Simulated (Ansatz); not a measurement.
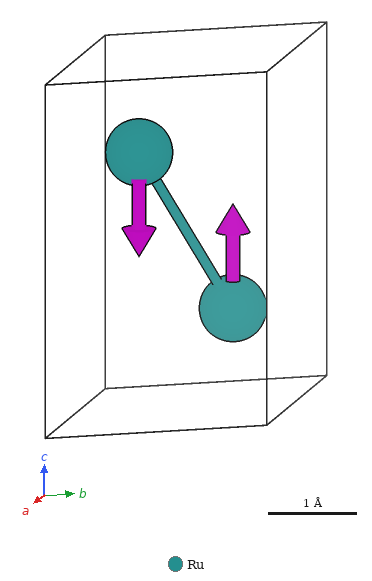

Normal modes of solid Ru relaxed at 22 GPa, space group P6₃/mmc (No. 194), at the zone centre. The optical levels lie at 220 (×2), 309 cm⁻¹. One mode is drawn. Displacements are drawn as purple arrows; their common scale and sign are arbitrary. Style: ball-and-stick. Shown: the cell of the calculation, slightly off an axis.

Level of theory: Ansatz 0.2.0, DFT LDA, scalar-relativistic, plane waves, PAW. Settings: plane-wave cutoff 420 eV; k-point mesh 18 × 18 × 10; occupations fermi dirac; smearing width 0.15 eV; target pressure 22 GPa; no spin polarisation.

The frequencies depend somewhat on the k-mesh and the smearing.

Q: To which level does it belong?

A: The level at 309 cm⁻¹. This is the B₁g mode, the highest optical level, silent by symmetry (neither infrared- nor Raman-active). All motion is along c; atoms of one kind move against one another, with no net shift of their sublattice.
